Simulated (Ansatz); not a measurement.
**Ta23N24 (charge −1): single-point calculation (part 1 of 3)**

System: Ta23N24 (defect cell, 47 atoms in the cell, total charge −1).
Method: DFT PBE, scalar-relativistic, plane waves, PAW, spin-polarised (Ansatz 0.2.0).

The structure derives from an entry of the Crystallography Open Database.

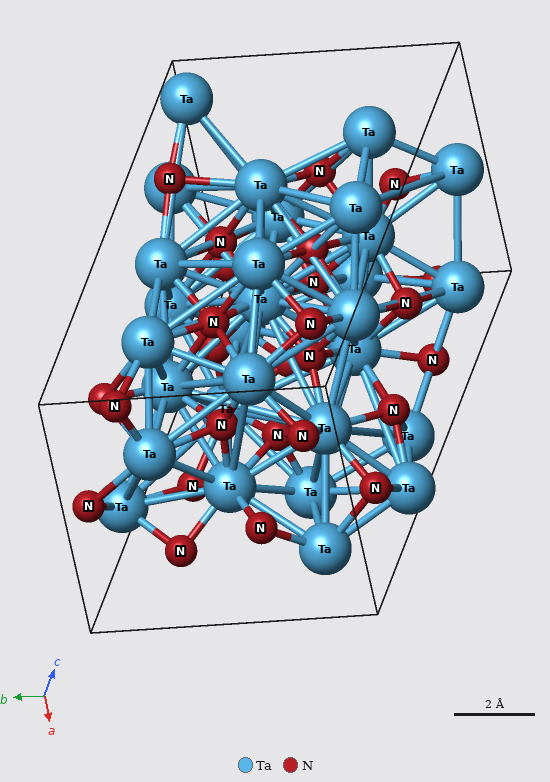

The structure as given in the input (ball-and-stick view of the cell of the calculation, seen at an oblique angle). An atom can appear more than once, as a periodic image.

Input
```yaml
crystal:
  lattice:
    - [-4.575, 2.641377, 4.94]
    - [4.575, -2.641377, 4.94]
    - [4.575, 7.924132, -4.94]
  atoms:
    - { symbol: Ta, position: [0.7014985067, 0.5557822421, 0.2043336072] }
    - { symbol: Ta, position: [0.5042110856, 0.8166044579, 0.3774807979] }
    - { symbol: Ta, position: [0.0103973646, 0.4139806469, 0.3844931378] }
    - { symbol: Ta, position: [0.8736098135, 0.7628007295, 0.5550202189] }
    - { symbol: Ta, position: [0.2670172842, 0.1336356557, 0.3921913471] }
    - { symbol: Ta, position: [0.1562214859, 0.5886619718, 0.7194035103] }
    - { symbol: Ta, position: [0.681693572, 0.0085510215, 0.74217296] }
    - { symbol: Ta, position: [0.4457904096, 0.2805108787, 0.74915127] }
    - { symbol: Ta, position: [0.0328613305, 0.9126693348, 0.9070153063] }
    - { symbol: Ta, position: [0.7919993182, 0.1739795663, 0.062820044] }
    - { symbol: Ta, position: [0.3429584444, 0.7067944987, 0.0679611814] }
    - { symbol: Ta, position: [0.1748055663, 0.3708463613, 0.1572561496] }
    - { symbol: Ta, position: [0.8217527007, 0.9737865713, 0.2480046968] }
    - { symbol: Ta, position: [0.5488233063, 0.2183004797, 0.253620882] }
    - { symbol: Ta, position: [0.0917128122, 0.7424730815, 0.2292199399] }
    - { symbol: Ta, position: [1.0098262244, 0.1443034871, 0.5343231646] }
    - { symbol: Ta, position: [0.4227709558, 0.5642907356, 0.5649138943] }
    - { symbol: Ta, position: [0.238301086, 0.8765883388, 0.560637128] }
    - { symbol: Ta, position: [0.7290082928, 0.3131200811, 0.6077437528] }
    - { symbol: Ta, position: [0.5790334424, 0.6972979249, 0.9151144628] }
    - { symbol: Ta, position: [0.1254713709, 0.2596196019, 0.8357194707] }
    - { symbol: Ta, position: [0.8798166209, 0.485469569, -0.0694527438] }
    - { symbol: Ta, position: [0.4043361632, 0.0335181271, -0.0994925854] }
    - { symbol: "N", position: [0.2782751887, 0.15021268, 0.0488267008], spin: 0.5 }
    - { symbol: "N", position: [0.8003906208, 0.6902846036, 0.0896159166] }
    - { symbol: "N", position: [0.6996983221, 0.0756097578, 0.3993194077] }
    - { symbol: "N", position: [0.2405940406, 0.6105324679, 0.3787826666] }
    - { symbol: "N", position: [-0.05147014, 0.8122548387, 0.3845002132] }
    - { symbol: "N", position: [0.5000955083, 0.3474518627, 0.4376970779] }
    - { symbol: "N", position: [0.4206506606, 0.7859568962, 0.7403733022] }
    - { symbol: "N", position: [0.8680684708, 0.0889076571, 0.6581280775] }
    - { symbol: "N", position: [0.6357098909, 0.5053992806, 0.7525451606] }
    - { symbol: "N", position: [0.1281965356, -0.0909901607, 0.7376133471] }
    - { symbol: "N", position: [-0.0609501518, 0.2156402686, -0.0614612505] }
    - { symbol: "N", position: [0.5700815275, 0.9671770934, 0.0813095811] }
    - { symbol: "N", position: [0.4387852485, 0.5364110977, 0.2082643086] }
    - { symbol: "N", position: [1.0441340336, 0.160595682, 0.2201223319], spin: 0.5 }
    - { symbol: "N", position: [0.7599327553, 0.4856723208, 0.3894080639] }
    - { symbol: "N", position: [0.3441147829, 0.9462507526, 0.2424006928], spin: 0.5 }
    - { symbol: "N", position: [0.2323628637, 0.3549261636, 0.5737103199] }
    - { symbol: "N", position: [0.6160005318, 0.7597952333, 0.5627440982] }
    - { symbol: "N", position: [0.4752402996, 0.0656765345, 0.5599464312] }
    - { symbol: "N", position: [0.8880228581, 0.6137018674, 0.6954568381] }
    - { symbol: "N", position: [0.7687142379, 0.9046080589, 0.9097708947] }
    - { symbol: "N", position: [0.3350501064, 0.4885163386, 0.874438814] }
    - { symbol: "N", position: [0.0695930474, 0.7582360342, 0.0286845486], spin: 0.5 }
    - { symbol: "N", position: [0.5842490192, 0.3260719729, -0.0068976584] }
magnetization:
  spin_polarized: true
total_charge: -1
basis:
  ecutwfc: 420
  fft_grid_basis: typed
kpoints:
  mp_grid: { grid: [2, 2, 2] }
hamiltonian:
  xc: pbe
  pseudopotentials: { kind: paw }
scf:
  occupations: { method: gaussian, width: 0.05 }
output:
  forces: true
  stress: false
  eigenvalues: true
  bader: true
  write_density: true
  volumetric_format: npy
  populations: true
```

Launched with:
```bash
ansatz run input.yaml --threads 8 --pin off --max-ram 16384MiB --backend cpu --events-out ev --progress --plain --runs-dir out
```

The program's output
```
Engine: ansatz 0.2.0, aarch64-unknown-linux-gnu
Pseudopotentials: kind: paw
Pseudopotential: Ta, paw, valence charge 13, recommended cutoff 420 eV (normal), Ta.paw.azcp
Pseudopotential: N, paw, valence charge 5, recommended cutoff 420 eV (normal), N.paw.azcp
Functional definition: PBE
  parameter kappa = 0.804
  parameter beta = 0.06672455060314922
  exchange = pbe_x(kappa = kappa, mu = beta*pi^2/3)
  correlation = pbe_c(beta = beta)
Crystal: 47 atoms, lattice volume = 477.572 Å³
Basis set: ecut = 420 eV, 9363 PW (Γ), exchange–correlation on 100×100×144 points (8 copies of the dense FFT grid, shifted against one another)
Bands: 258, of which v1, the nominal top of the filled ones, is band 210 counted from 1 (209 counted from 0)
Symmetry: 1 space group operations
Space group: P1 (ITA 1), of the structure as read, at distance tolerance 7.8e-5 Å
Magnetic group: BNS 1.1 (UNI 1), of the structure as read, at distance tolerance 7.8e-5 Å
k-points: 8
Non-local potential: Ta, projectors of the file, l = 0: 3, l = 1: 2, l = 2: 2, l = 3: 1
Non-local potential: N, projectors of the file, l = 0: 2, l = 1: 2, l = 2: 1
PAW form: soft (Blöchl's): semilocal exchange-correlation on the pseudo side does not see the compensation charge
PAW one-centre angular grid: Ta, 590 points (default); XC on 64 Gauss nodes
PAW one-centre angular grid: N, 110 points (default); XC on 64 Gauss nodes
Initial density: superposition of atomic densities (chi_scale 0.1, normalization cell, long waves kept (reshape's long-wave potential 0.29 eV rms))
Starting moments: Σ|m| = 2 μB on 4 of 47 sites
Initial wavefunctions: pseudopotential atomic-orbital guess
Functional: x = pbe(κ = 0.804, μ = 0.2195149727645171), c = pbe(β = 0.06672455060314922)
SCF iter   1: F=—  HF=-237658.809948 eV  |F-HF|=—  |Δ(HF+E_count)|=         —  Δρ=4.63e-2 (↑4.63e-2 ↓4.29e-2)  dr2=1.16e2  dr2_m=4.30e-1  M=0.061 μB ∫|m|=0.279 μB  β_m=0.30  ethr=3.10e-3  ⟨swp⟩=6.0  Hψ=15097  notcnv=0  defer=304
Mixer restart at iter 1: flushing history
preconditioner: auto → Kerker (q_TF=auto, 2.671 Å⁻¹)  [metal: Δε(μ)=0.007 eV  Ē_g=9.833 eV  σ=0.050 eV  W_gap=0.07  n_scr=154 (ndim 8)  ℏωp=26.1 eV  f_vac=0.000  D(μ)=15.77/eV (n_scr^D=112)]
spin=Collinear: Kerker preconditioning applied to the charge; magnetization (m = ρ↑ − ρ↓) channel mixes plain (no charge-response kernel on spin).
SCF iter   2: F=—  HF=-237653.138293 eV  |F-HF|=—  |Δ(HF+E_count)|=    5.67e0  Δρ=2.99e-2 (↑2.99e-2 ↓2.93e-2)  dr2=5.66e1  dr2_m=2.27e-1  M=0.053 μB ∫|m|=0.222 μB  β_m=0.56  ethr=3.10e-3  ⟨swp⟩=2.2  Hψ=6329  notcnv=0  defer=631
SCF iter   3: F=—  HF=-237655.675112 eV  |F-HF|=—  |Δ(HF+E_count)|=    2.54e0  Δρ=1.05e-2 (↑9.34e-3 ↓1.05e-2)  dr2=3.97e0  dr2_m=9.27e-3  M=0.015 μB ∫|m|=0.075 μB  β_m=0.70  ethr=3.10e-3  ⟨swp⟩=3.0  Hψ=6131  notcnv=0  defer=631
SCF iter   4: F=—  HF=-237655.942826 eV  |F-HF|=—  |Δ(HF+E_count)|=   2.68e-1  Δρ=3.76e-3 (↑3.76e-3 ↓3.67e-3)  dr2=6.92e-1  dr2_m=5.31e-5  M=0.001 μB ∫|m|=0.018 μB  β_m=0.78  ethr=9.45e-4  ⟨swp⟩=2.7  Hψ=6613  notcnv=0  defer=636
SCF iter   5: F=—  HF=-237655.845452 eV  |F-HF|=—  |Δ(HF+E_count)|=   9.74e-2  Δρ=1.61e-3 (↑1.54e-3 ↓1.61e-3)  dr2=7.51e-2  dr2_m=5.56e-5  M=-0.001 μB ∫|m|=0.005 μB  β_m=0.89  ethr=1.65e-4  ⟨swp⟩=2.1  Hψ=5209  notcnv=0  defer=636
SCF iter   6: F=—  HF=-237655.873862 eV  |F-HF|=—  |Δ(HF+E_count)|=   2.84e-2  Δρ=7.95e-4 (↑7.88e-4 ↓7.95e-4)  dr2=1.93e-2  dr2_m=5.50e-6  M=-0.000 μB ∫|m|=0.002 μB  β_m=0.85  ethr=1.79e-5  ⟨swp⟩=2.0  Hψ=5951  notcnv=0  defer=636
SCF iter   7: F=—  HF=-237655.871901 eV  |F-HF|=—  |Δ(HF+E_count)|=   1.96e-3  Δρ=3.31e-4 (↑3.31e-4 ↓3.28e-4)  dr2=3.05e-3  dr2_m=9.90e-7  M=-0.000 μB ∫|m|=0.001 μB  β_m=0.93  ethr=4.60e-6  ⟨swp⟩=2.0  Hψ=5742  notcnv=0  defer=636
SCF iter   8: F=—  HF=-237655.871501 eV  |F-HF|=—  |Δ(HF+E_count)|=   3.99e-4  Δρ=1.30e-4 (↑1.30e-4 ↓1.28e-4)  dr2=5.12e-4  dr2_m=2.27e-8  M=-0.000 μB ∫|m|=0.000 μB  β_m=0.87  ethr=7.25e-7  ⟨swp⟩=2.0  Hψ=5938  notcnv=0  defer=636
SCF iter   9: F=—  HF=-237655.871519 eV  |F-HF|=—  |Δ(HF+E_count)|=   1.72e-5  Δρ=4.45e-5 (↑4.45e-5 ↓4.41e-5)  dr2=5.05e-5  dr2_m=4.34e-9  M=-0.000 μB ∫|m|=0.000 μB  β_m=0.93  ethr=1.22e-7  ⟨swp⟩=2.0  Hψ=5854  notcnv=0  defer=636
SCF iter  10: F=—  HF=-237655.871488 eV  |F-HF|=—  |Δ(HF+E_count)|=   3.08e-5  Δρ=2.47e-5 (↑2.47e-5 ↓2.47e-5)  dr2=1.50e-5  dr2_m=4.39e-10  M=-0.000 μB ∫|m|=0.000 μB  β_m=0.87  ethr=1.20e-8  ⟨swp⟩=2.0  Hψ=6012  notcnv=0  defer=636
SCF iter  11: F=—  HF=-237655.871486 eV  |F-HF|=—  |Δ(HF+E_count)|=   2.12e-6  Δρ=6.26e-6 (↑6.26e-6 ↓6.25e-6)  dr2=1.46e-6  dr2_m=1.29e-10  M=-0.000 μB ∫|m|=0.000 μB  β_m=0.89  ethr=3.57e-9  ⟨swp⟩=2.0  Hψ=6006  notcnv=0  defer=636
SCF iter  12: F=—  HF=-237655.871486 eV  |F-HF|=—  |Δ(HF+E_count)|=   1.17e-7  Δρ=2.16e-6 (↑2.16e-6 ↓2.13e-6)  dr2=1.19e-7  dr2_m=8.76e-11  M=-0.000 μB ∫|m|=0.000 μB  β_m=0.92  ethr=3.48e-10  ⟨swp⟩=2.0  Hψ=5816  notcnv=0  defer=636
SCF iter  13: F=-237655.871486 eV  HF=-237655.871486 eV  |F-HF|=3.36e-8  |Δ(HF+E_count)|=   8.88e-9  Δρ=1.20e-6 (↑1.20e-6 ↓1.20e-6)  dr2=4.28e-8  dr2_m=7.84e-12  M=-0.000 μB ∫|m|=0.000 μB  ethr=2.38e-11  ⟨swp⟩=12.1  Hψ=20279  notcnv=0
SCF 1 converged in 13 iterations: F = -237655.871486 eV  dr2 = 4.28e-8
  greatest PAW one-centre occupation: 1.000 electrons in one spin orbital (limit 2), on the Ta atom at site 15 (counted from 0), in its partial waves of l = 0
```

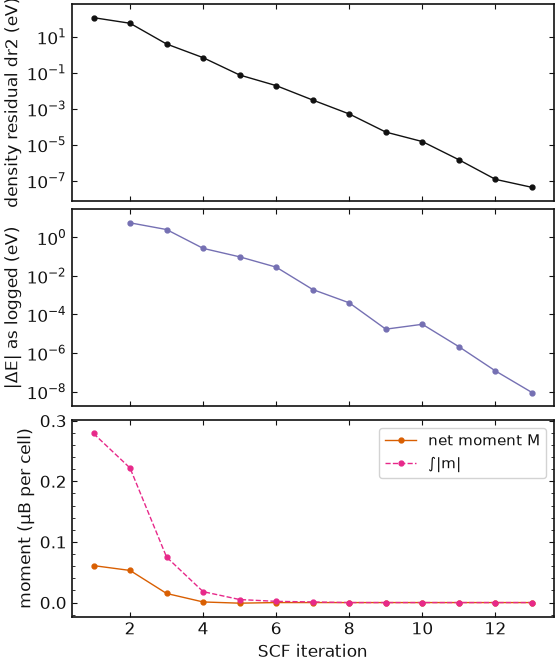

Convergence of the self-consistent field: density residual dr2, size of the energy change and magnetic moment against the SCF iteration. The residual falls at every step. The net moment stays at 0.0 μB per cell, and ∫|m| falls to zero.

```
WARN: the starting moments were not kept: the SCF closed with an absolute magnetisation of 5.3e-6 μB, where they sum to 2 μB in size (4 sites). That is at most 0.1 of that sum. Measured as dr2_m measures the in/out step, that magnetisation stands 1.8e-12 eV from none, at or under the dr2_threshold of 1.0e-7 eV: it is no larger than a step whose dr2_m would equal this threshold. The system may hold no moment; this SCF shows only that its start led to no more than that. To try another start: raise the starting moments (crystal.atoms[].spin, magnetization.per_species, magnetization.initial_magnetization, or on a non-collinear deck that types none of these the spinor_matrix: blocks that start its atoms; where the total moment is fixed, keep their sum and leave initial_magnetization as it is; typed ones take the place of any that the run laid by itself, positive ones on a crystal's lanthanoids without a Hubbard term where scf.initial_density.shell_occupations: [] is typed) or, if the notice of its spin-set hold's release reads "site moments contracting" or "site moments show no strong build", lengthen the hold (scf.mixing.spin_hold: { on: { confirm: 4 } }; for m-r²SCAN on two components see the key's manual first). Each may lead to a state that holds a moment. A second SCF, from the converged charge density, with the starting moments and any scf.initial_density.shell_occupations laid on it anew, would have followed, and was not run: the deck does not ask for one (magnetization.retry_lost_moments is false, the default). To let it run, set magnetization.retry_lost_moments: true and run the deck again, where that key's refused combinations let it; where memory then withholds it, that run's warning says so.
SCF converged after 13 iterations
Magnetization: -0.0000 μB (210.0000 up, 210.0000 down)
Absolute magnetization: 0.0000 μB (∫|ρ↑−ρ↓|, with the PAW one-centre terms)
Spin contamination: 0.0000 ħ² per cell (⟨S²⟩ above its minimum at these occupations)
Per-site moments (μB) at R_I (Å): [(-2.2916463184456885e-9, 0.7880989762385714), (-3.1747140883421904e-8, 0.8333181987753182), (4.965856990764245e-9, 0.7957936899585837), (2.4734461549674207e-11, 0.7795313227417884), (-9.263296568497438e-8, 0.8113508795350904), (-5.1856197381948626e-9, 0.7848815970751555), (-3.2208206452143766e-9, 0.815433629653374), (-1.2120816518406462e-8, 0.8419123630852521), (-1.0151863603158616e-7, 0.788891353131524), (-2.787436162970635e-8, 0.8243619781577235), (-5.700093586919109e-8, 0.8133143661827195), (-1.3594110130292255e-7, 0.816465456814573), (-2.0823772796658692e-8, 0.828481139993046), (-7.238606504550762e-8, 0.8231486114723792), (-6.924474254338365e-8, 0.8496128585268361), (3.8409669714628004e-9, 0.8164771556977439), (3.3624841215253946e-9, 0.7966218840240729), (-2.107460221302127e-9, 0.875778531272509), (1.2059508834164987e-8, 0.8334814691118314), (1.87507998160177e-9, 0.8203801224168858), (-2.6523167166078526e-8, 0.8286781867959356), (-5.556450051585738e-8, 0.8446935821821644), (-5.1188604471458726e-8, 0.8345523171516397), (5.586193998927373e-7, 0.816465456814573), (5.416152702045052e-9, 0.8294854697232381), (-6.227984836077296e-9, 0.828481139993046), (-2.096223277212554e-9, 0.8670467082470196), (-8.076712255522458e-9, 0.8809189545151921), (-3.477792020480548e-8, 0.8013082531408976), (1.0363927773518782e-10, 0.8273202072155817), (1.8802903960307906e-8, 0.815433629653374), (3.114450403876151e-9, 0.8203801224168858), (-1.8336709042251658e-9, 0.8496541732425497), (1.6847740595601093e-8, 0.8243619781577235), (1.2146455562046132e-8, 0.8460881727737073), (-9.064022647582254e-9, 0.7880989762385714), (4.340438731163535e-7, 0.8454742800922646), (4.15429003869929e-9, 0.7957936899585837), (5.305421226600953e-7, 0.8113508795350904), (-4.325143040659499e-9, 0.8164771556977439), (-2.234606577681739e-10, 0.7795313227417884), (-2.7377454449949938e-9, 0.8753586472165616), (1.4518294510528894e-9, 0.7848815970751555), (-6.867277686357057e-9, 0.7908655008990377), (-3.3113864596452875e-10, 0.8286781867959356), (4.819765776438716e-7, 0.788891353131524), (-3.175945159058056e-8, 0.8276166308128801)]
Free energy (F): -237655.871486 eV
Harris-Foulkes:  -237655.871486 eV  (|F-HF|=3.36e-8)
Internal energy: -237655.851104 eV  (E = F + TS)
E sigma→0 (E₀):  -237655.861295 eV
Entropy (-TS):   -0.020382 eV (-0.434 meV/atom)
Fermi energy:    21.317230 eV
--- Per-component energies (eV) ---
  E_band       = -718.964481
  E_kinetic    = 11849.064414
  E_local      = -14265.536293  (includes V_loc(G=0)·N_el)
  E_nonlocal   = 1487.350829
  E_hartree    = 4987.845729
  E_xc         = -6560.358162
  E_vxc        = -6651.457046  (∫ρ·V_xc dr)
  E_paw        = -196222.229613  (= ΣΔE_a)
  E_vpaw       = -3114.085053  (= ΣTr[D̂ρ^β])
  E_aug_tail   = 0.005897  (compensation charges beyond the density's cutoff)
  E_ewald      = -38931.993904
  E_smearing   = -0.020382  (= −TS)
  E_closure    = 0.000000  (closes the sum)
  E_deformation_potential = -29.235709  (in the stress; not in F)
  Σ components = -237655.871486   (vs F -237655.871486, Δ=0.00e0)
--- Forces (eV/Å), atoms counted from 1 ---
  atom   1  Ta     0.06860339     0.02116750     0.07277769
  atom   2  Ta    -0.15341528    -0.11028910     0.10086164
  atom   3  Ta     0.03645006     0.21359098    -0.06569900
  atom   4  Ta    -0.08706207     0.11601555     0.09761577
  atom   5  Ta    -0.06174264     0.05790385    -0.21900533
  atom   6  Ta    -0.01860366    -0.17604430     0.16333898
  atom   7  Ta     0.28198651    -0.02071060    -0.15870428
  atom   8  Ta     0.11279363     0.37976804    -0.14870302
  atom   9  Ta    -0.12223134    -0.36325980    -0.08162191
  atom  10  Ta     0.28874917    -0.17853345    -0.39939604
  atom  11  Ta    -0.11427147     0.00631165    -0.20576462
  atom  12  Ta     0.26481068     0.08932556    -0.16692405
  atom  13  Ta     0.01246426     0.08869045    -0.18272641
  atom  14  Ta     0.18787076    -0.22508279     0.17070189
  atom  15  Ta    -0.24523008     0.02371579     0.07333302
  atom  16  Ta     0.24699657     0.06212056    -0.01256883
  atom  17  Ta    -0.17634076     0.41384237    -0.17413004
  atom  18  Ta    -0.12585992     0.10346171    -0.18702420
  atom  19  Ta     0.14724241     0.14372230     0.09988247
  atom  20  Ta     0.48006171    -0.35484566    -0.10638298
  atom  21  Ta     0.12777532     0.09869506     0.18158578
  atom  22  Ta     0.07746713     0.36175963    -0.88512147
  atom  23  Ta     0.07746205    -0.07446988     0.18072581
  atom  24  N     -0.08634798    -0.37520869     0.29698671
  atom  25  N      0.30590029     0.30167841     0.39866012
  atom  26  N      0.00890250     0.05975293    -0.02064694
  atom  27  N     -0.25133106    -0.08705955    -0.24793605
  atom  28  N     -0.00102248     0.08481833     0.33673334
  atom  29  N     -0.00842908     0.09602745    -0.07874352
  atom  30  N      0.22224590     0.04149930     0.11290567
  atom  31  N     -0.12953604     0.20982801    -0.02316044
  atom  32  N      0.02798802     0.19699241    -0.01424753
  atom  33  N     -0.08898287    -0.07050030    -0.05965311
  atom  34  N      0.08600501    -0.26176279    -0.08340976
  atom  35  N      0.01125368     0.09459087     0.15062443
  atom  36  N     -0.34258652    -0.08554026    -0.31255911
  atom  37  N     -0.11387935     0.19513053     0.06199449
  atom  38  N     -0.07341998     0.05457999    -0.15486422
  atom  39  N      0.14831973    -0.19522168     0.25882359
  atom  40  N     -0.11632902    -0.34007882    -0.07798679
  atom  41  N      0.13829244    -0.20603814     0.40630632
  atom  42  N      0.13185424    -0.01726153     0.05000850
  atom  43  N      0.16964704     0.14805839     0.15149045
  atom  44  N     -0.31443847     0.30677731    -0.03540935
  atom  45  N      0.10821548    -0.18466414    -0.22238554
  atom  46  N     -0.36480689    -0.18003117    -0.14082223
  atom  47  N     -0.77350953    -0.46326380     1.10032973
  max |Σ_I F_I| component: 8.96e-5 eV/Å
--- Band table (eV; the first three rows and the last of 16) ---
```
